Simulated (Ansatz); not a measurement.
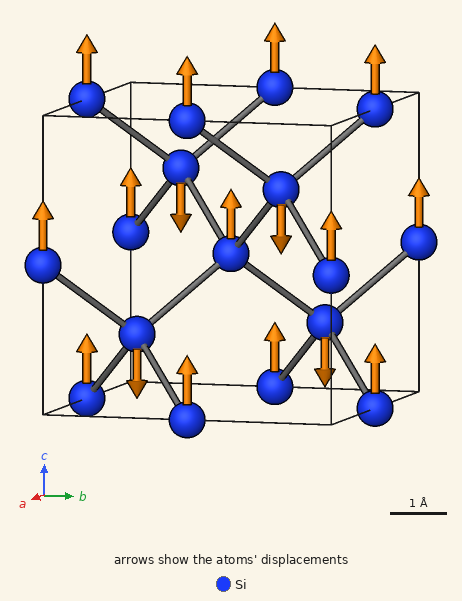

One vibrational mode of solid Si at the zone centre. The orange arrows give the relative displacements of the atoms. Style: ball-and-stick. Shown: the conventional cell (4 times the calculation's cell), slightly off an axis. Lengths and directions refer to the drawn axes.

Theory: DFT PBE, scalar-relativistic, plane waves, PAW (Ansatz 0.2.0).

Input file:
```yaml
crystal:
  lattice:
    - [0.0, 2.7348811941, 2.7348811941]
    - [2.7348811941, 0.0, 2.7348811941]
    - [2.7348811941, 2.7348811941, 0.0]
  atoms:
    - { symbol: Si, position: [0.5, 0.5, 0.5] }
    - { symbol: Si, position: [0.75, 0.75, 0.75] }
basis:
  ecutwfc: 420
kpoints:
  mp_grid: { grid: [8, 8, 8] }
hamiltonian:
  xc: pbe
scf:
  occupations: { method: gaussian, width: 0.05 }
output:
  eigenvalues: true
phonons:
  method: fd
  supercell: [1, 1, 1]
  amplitude: 0.02
  eigenvectors: true
  dielectric: false
```

Run as
```bash
ansatz run input.yaml --threads 2 --pin off --max-ram 5120MiB --backend cpu --events-out ev --progress --plain --runs-dir out
```

Frequencies are those without the non-analytic (LO–TO) term.

> Describe the mode and give its frequency.

This is the T₂g mode (triply degenerate; one member of the set is drawn) at 15.1 THz, the only optical level, Raman-active by symmetry. All motion is along c; atoms of one kind move against one another, with no net shift of their sublattice.
